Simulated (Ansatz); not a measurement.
Geometry relaxation, with input and output: PtSe2 (part 1 of 2)

- system: PtSe2 (slab, 6 atoms in the cell)
- method: DFT PBE+D3(BJ), scalar-relativistic, plane waves, PAW, no spin polarisation (Ansatz 0.2.0)

The structure derives from an entry of the Crystallography Open Database. The input holds or restrains some coordinates. Forces given for the steps count only the free coordinates. It belongs to a series of runs on one base structure; here: bilayer, upper layer shifted by (0.333, 0.667).

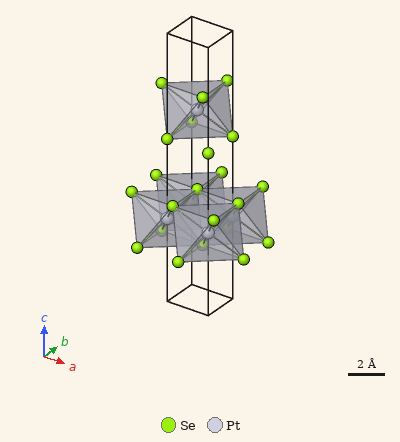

Figure 1. The structure as given in the input (polyhedral view of the cell of the calculation, with the vacuum cut short, seen slightly off an axis; polyhedra are completed across the faces of the cell). An atom can appear more than once, as a periodic image.

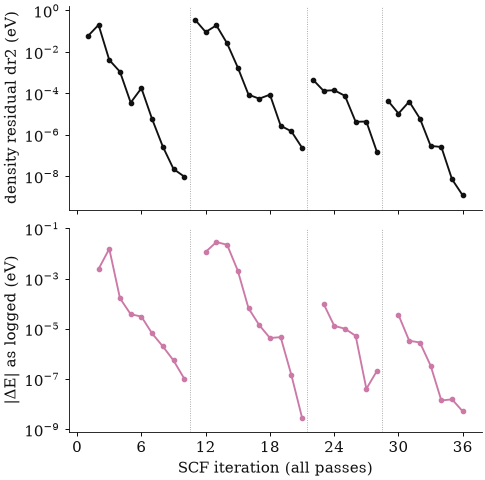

Figure 2. Convergence of the self-consistent field: density residual dr2 and size of the energy change against the SCF iteration. The dotted lines part the SCF passes of the relaxation: geometry steps, rejected trials and re-solves on a re-selected basis. The passes take 10, 11, 7 and 8 iterations.

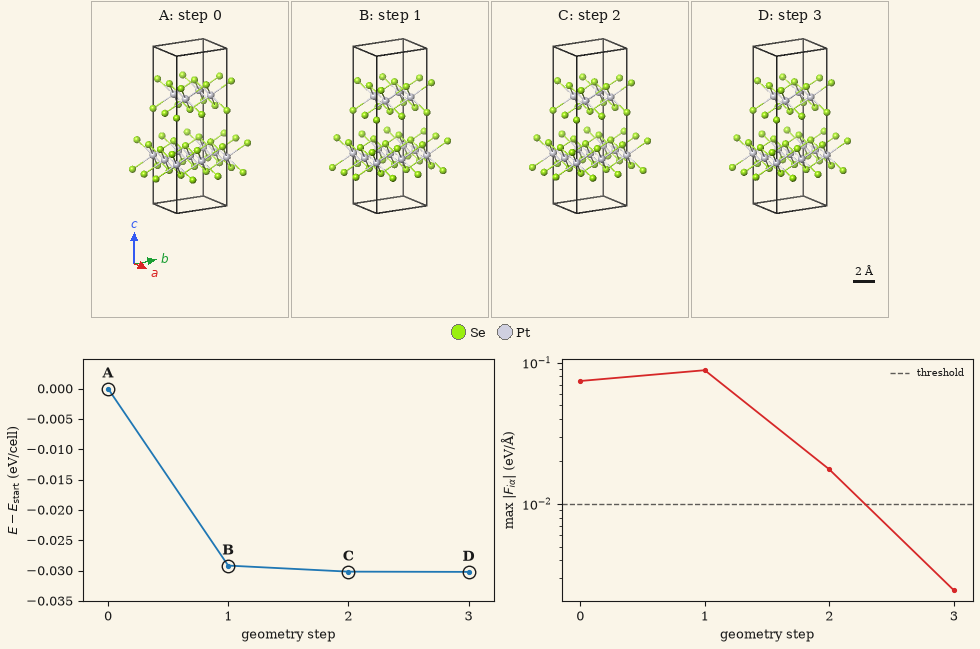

Figure 3. Frames of the restrained relaxation (ball-and-stick view of the 2 × 2 repeat of the cell, with the vacuum cut short, with bonded neighbours outside it, seen slightly off an axis) above the curves, on which the letters mark them (the first geometry is step 0 here and step 1 in the log).

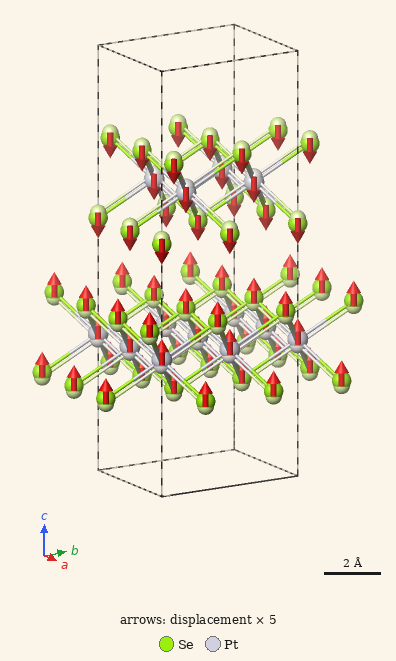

Figure 4. Start (faint) and end (solid) with the displacements as red arrows, magnified 5 times (ball-and-stick view of the 2 × 2 repeat of the cell, with the vacuum cut short, with bonded neighbours outside it, seen slightly off an axis). The largest moves, 0.19 Å, are those of Se1, Pt2, Se3, Se4, Pt5 and Se6. Largest moves by element: Pt 0.19 Å, Se 0.19 Å. The cell stays as it was. The energy falls by 30.2 meV per cell of the calculation in 3 geometry steps. Largest force component: 0.074 eV/Å at the start, 0.0025 eV/Å at the end. (Atoms are counted from 1 in the order of the input.)

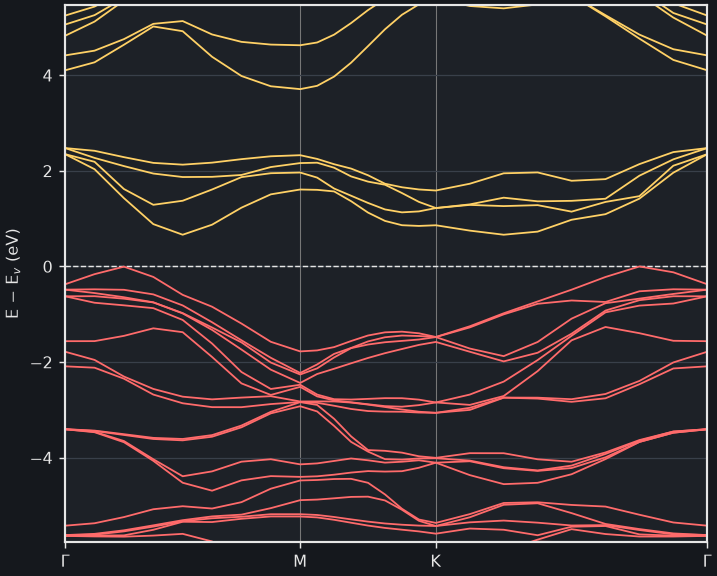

Figure 5. Band structure along Γ–M–K–Γ, with energies from the valence-band top. There is a gap of 0.66 eV on this path, indirect, from between K and Γ to between Γ and M.

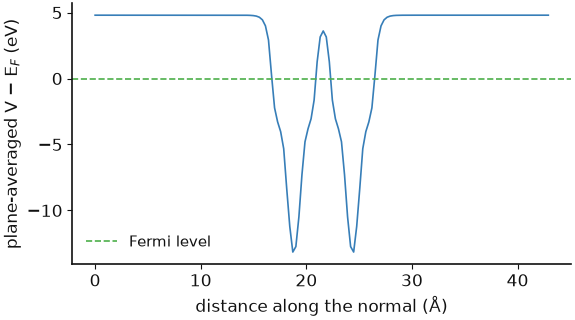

Figure 6. Plane average of the electrostatic potential energy of an electron across the cell, from the Fermi level. The vacuum level lies 4.80 eV above the Fermi level.

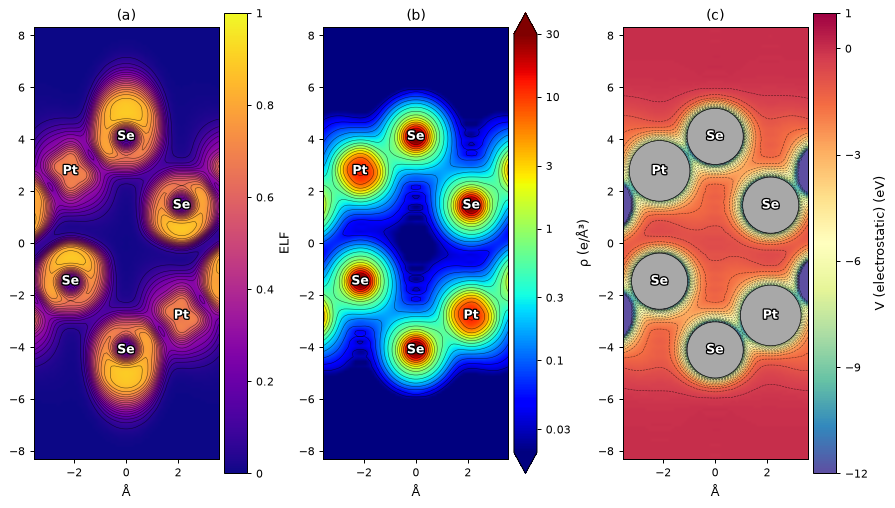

Figure 7. (a) ELF; (b) valence pseudo-density; (c) electrostatic potential energy of an electron on the (110) plane of the calculation cell, a cut from vacuum to vacuum. Grey discs, where drawn, cover atomic cores. The section cuts through Se and Pt sites. Pt–Se (2.52 Å): ρ at the midpoint is about 0.57 e/Å³; the ELF is about 0.50 at the midpoint. The density dies away to nearly zero in the vacuum. The strong features right at Pt lie inside the PAW spheres (semicore, d or f shells) and say nothing about bonding. The fields are those of the smooth PAW valence density.

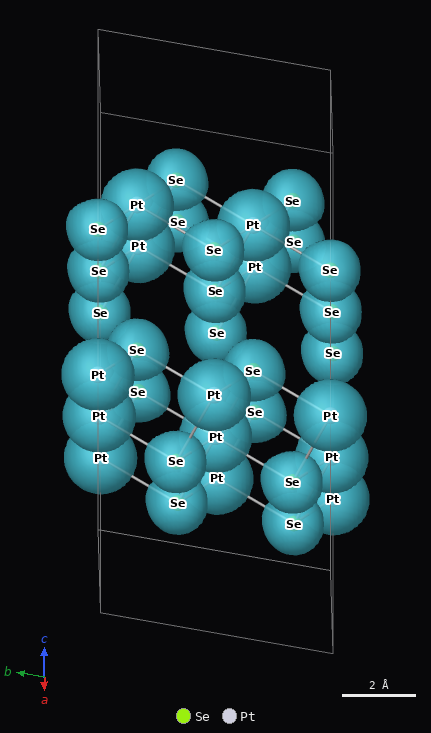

Figure 8. Isosurface of the valence pseudo-density at 0.8 e/Å³ (cyan), seen at an oblique angle. Sticks mark near contacts. At this value the density breaks into separate islands; it holds about 75 % of the electrons treated as valence (semicore included). It is pinched off along the Pt–Se (2.51 Å) contacts. On the grid the lowest density along these lines, outside the cores, is 0.58 e/Å³ (Pt–Se, 2.51 Å).

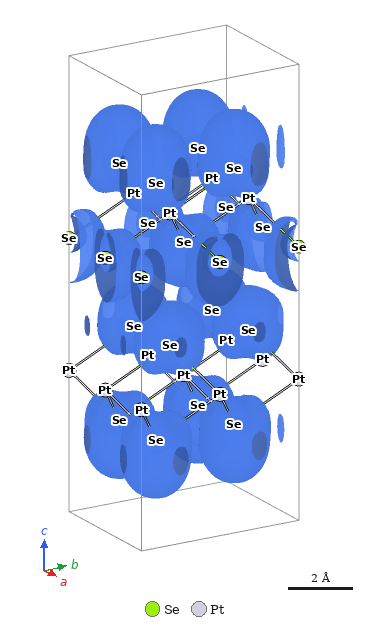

Figure 9. Isosurface of the ELF at 0.65 (blue), seen slightly off an axis. Only the valence region is drawn (cores and ρ < 0.01 e/Å³ removed). Sticks mark near contacts. Along the contacts the grid gives the following. Pt–Se (2.51 Å): the ELF is about 0.50 at the midpoint.

The input and output of the run follow.

### Input
```yaml
crystal:
  lattice:
    - [3.7068661496, 0.0, 0.0]
    - [-1.8534330748, 3.210240254, 0.0]
    - [0.0, 0.0, 43.197713335]
  atoms:
    - { symbol: Se, position: [0.6666666667, 0.3333333333, 0.4004709277] }
    - { symbol: Pt, position: [0.0, 0.0, 0.4311372307] }
    - { symbol: Se, position: [0.3333333333, 0.6666666667, 0.4618035337] }
    - { symbol: Se, position: [0.0, 0.0, 0.5381964663] }
    - { symbol: Pt, position: [0.3333333333, 0.6666666667, 0.5688627693] }
    - { symbol: Se, position: [0.6666666667, 0.3333333333, 0.5995290723] }
  periodic: [true, true, false]
basis:
  ecutwfc: 420
kpoints:
  mp_grid: { grid: [12, 12, 1] }
  band_path:
    path:
      - [0, 0, 0]
      - [0.5, 0, 0]
      - [0.3333333333333, 0.3333333333333, 0]
      - [0, 0, 0]
    npoints: 8
hamiltonian:
  xc: pbe
  dispersion: d3bj
scf:
  occupations: { method: gaussian, width: 0.02 }
output:
  forces: true
  stress: true
  eigenvalues: true
  write_density: true
  write_potential: true
  elf: true
  volumetric_format: npy
relax:
  adjacent_minimum: "off"
  f_tol: 0.01
  max_steps: 50
  constraints: [{ sites: [0, 3], fix: xy }]
```

Command:
```bash
ansatz run input.yaml --threads 2 --pin off --max-ram 5120MiB --backend cpu --events-out ev --progress --plain --runs-dir out
```

### The program's output
```
Warning: crystal.symmetry: narrowed to the stabiliser of the relax constraints — unitary ops 12 → 6; lowered at sites 0, 2, 3, 5 (the operations that carried what is held of a site onto what its image site leaves free; the constrained walk keeps no symmetry that its constraints do not admit)
Warning: output.stress: scf.convergence.dr2_threshold = 1e-7 eV (the SCF's general default) is looser than the 6e-10 eV advised for a printed stress (1e-10 eV for each atom of the cell: 6). What an SCF threshold leaves in a stress goes as its square root, and in the free energy as the threshold itself, and one threshold admits the most on a small cell: of the crystals measured, under no hybrid functional and no lock of the moments, on runs that ended without the residual-converged pass, on stresses that held no estimate of that error, the worst erred by over 100 MPa in a component at 1e-7 eV an atom and by under 5 at 1e-10. Every solve of this run answers to scf.convergence.dr2_threshold, and the tensor of one is reported: a single SCF on the reported geometry and on this run's grids (its basis.xc_grid and basis.ecutrho_ratio typed), with scf.convergence.dr2_threshold at 6e-10 eV or tighter, prints it and tightens no other solve. Else set scf.convergence.dr2_threshold to 6e-10 eV or tighter. The threshold is an SCF's pass mark: one that does not reach it within its budget of iterations ends unconverged, or closes short of it on a stop that the run arms, and scf.convergence.dr2_threshold's page says what that costs each kind of run
Engine: ansatz 0.2.0, aarch64-unknown-linux-gnu
Pseudopotentials: kind: paw
Pseudopotential: Se, paw, valence charge 16, recommended cutoff 420 eV (normal), Se.paw.azcp
Pseudopotential: Pt, paw, valence charge 18, recommended cutoff 420 eV (normal), Pt.paw.azcp
Functional definition: PBE
  parameter kappa = 0.804
  parameter beta = 0.06672455060314922
  exchange = pbe_x(kappa = kappa, mu = beta*pi^2/3)
  correlation = pbe_c(beta = beta)
Crystal: 6 atoms, lattice volume = 514.050 Å³
Basis set: ecut = 420 eV, 10081 PW (Γ), exchange–correlation on 50×50×600 points (8 copies of the dense FFT grid, shifted against one another)
Bands: 60, of which v1, the nominal top of the filled ones, is band 50 counted from 1 (49 counted from 0)
Symmetry: 6 space group operations
k-points: 19 of 144 (time reversal used)
Non-local potential: Se, projectors of the file, l = 0: 2, l = 1: 2, l = 2: 3, l = 3: 1
Non-local potential: Pt, projectors of the file, l = 0: 3, l = 1: 2, l = 2: 2, l = 3: 1
PAW form: soft (Blöchl's): semilocal exchange-correlation on the pseudo side does not see the compensation charge
PAW one-centre angular grid: Se, 590 points (default); XC on 64 Gauss nodes
PAW one-centre angular grid: Pt, 590 points (default); XC on 64 Gauss nodes
Initial density: superposition of atomic densities (neutral atoms: chi_scale 0, normalization atom), corrected by the library's trained network
Initial wavefunctions: pseudopotential atomic-orbital guess
Functional: x = pbe(κ = 0.804, μ = 0.2195149727645171), c = pbe(β = 0.06672455060314922)
SCF iter   1: F=—  HF=-46926.807362 eV  |F-HF|=—  |Δ(HF+E_count)|=         —  Δρ=1.64e-3  dr2=5.75e-2  ethr=1.77e-3  ⟨swp⟩=14.3  Hψ=6409  notcnv=0  defer=1
preconditioner: auto → Resta (q_TF=auto, 2.077 Å⁻¹)  ε∞=2.3  [insulator: Δε(μ)=0.879 eV  Ē_g=9.467 eV  σ=0.020 eV  W_gap=1.00  n_scr=82 (ndim 8)  ℏωp=10.9 eV  f_vac=0.724  D(μ)=0.00/eV (n_scr^D=0)  ε∞_Penn≈2.3  vacuum switching on, ρ_ref=6.5e-3 e/Å³]
SCF iter   2: F=—  HF=-46926.809775 eV  |F-HF|=—  |Δ(HF+E_count)|=   2.41e-3  Δρ=2.14e-3  dr2=2.01e-1  ethr=5.75e-5  ⟨swp⟩=4.2  Hψ=2703  notcnv=0  defer=114
SCF iter   3: F=—  HF=-46926.794369 eV  |F-HF|=—  |Δ(HF+E_count)|=   1.54e-2  Δρ=5.13e-4  dr2=4.07e-3  ethr=5.75e-5  ⟨swp⟩=3.0  Hψ=1524  notcnv=0  defer=114
SCF iter   4: F=—  HF=-46926.794534 eV  |F-HF|=—  |Δ(HF+E_count)|=   1.65e-4  Δρ=3.96e-4  dr2=1.10e-3  ethr=4.07e-6  ⟨swp⟩=3.0  Hψ=1817  notcnv=0  defer=114
SCF iter   5: F=—  HF=-46926.794495 eV  |F-HF|=—  |Δ(HF+E_count)|=   3.82e-5  Δρ=7.54e-5  dr2=3.55e-5  ethr=1.10e-6  ⟨swp⟩=3.0  Hψ=1603  notcnv=0  defer=114
SCF iter   6: F=—  HF=-46926.794526 eV  |F-HF|=—  |Δ(HF+E_count)|=   3.08e-5  Δρ=5.76e-5  dr2=1.77e-4  ethr=3.55e-8  ⟨swp⟩=4.2  Hψ=2721  notcnv=0  defer=114
SCF iter   7: F=—  HF=-46926.794520 eV  |F-HF|=—  |Δ(HF+E_count)|=   6.54e-6  Δρ=1.71e-5  dr2=5.69e-6  ethr=3.55e-8  ⟨swp⟩=2.3  Hψ=1413  notcnv=0  defer=114
iter 8 did not close the SCF: its close was put off until two iterations running show no level that it waits for move by more than its bar (scf_convergence_deferred on its scf_iter line)
SCF iter   8: F=-46926.794522 eV  HF=-46926.794522 eV  |F-HF|=5.10e-7  |Δ(HF+E_count)|=   2.01e-6  Δρ=6.19e-6  dr2=2.68e-7  ethr=2.50e-9  ⟨swp⟩=29.9  Hψ=13872  notcnv=0
iter 9 did not close the SCF: its close was put off until two iterations running show no level that it waits for move by more than its bar (scf_convergence_deferred on its scf_iter line)
SCF iter   9: F=-46926.794522 eV  HF=-46926.794522 eV  |F-HF|=1.02e-7  |Δ(HF+E_count)|=   5.50e-7  Δρ=2.10e-6  dr2=2.22e-8  ethr=2.68e-10  ⟨swp⟩=15.0  Hψ=9620  notcnv=0
SCF iter  10: F=-46926.794522 eV  HF=-46926.794522 eV  |F-HF|=2.13e-9  |Δ(HF+E_count)|=   1.04e-7  Δρ=1.05e-6  dr2=9.58e-9  ethr=2.22e-11  ⟨swp⟩=13.3  Hψ=8313  notcnv=0
SCF 1 converged in 10 iterations: F = -46926.794522 eV  dr2 = 9.58e-9
  greatest PAW one-centre occupation: 1.000 electrons in one spin orbital (limit 2), on the Pt atom at site 1 (counted from 0), in its partial waves of l = 0
relax step   1: F+E_penalty+E_count = -46926.79452225 eV  Δ(F+E_penalty+E_count) = +0.000e0 eV  max|allowed force component| = 7.417e-2 eV/Å  Δτ_max = 0.0000 Å  (10 SCF iters, dr2 threshold 2.50e-6 eV, accepted)
Initial density: handed on by an earlier stage of this run
Initial wavefunctions: those handed on with the density
iter 1 solved again at ethr=3.60e-4 eV; its pass at ethr=3.10e-3 eV (dr2=3.60e-1 eV) is discarded
```
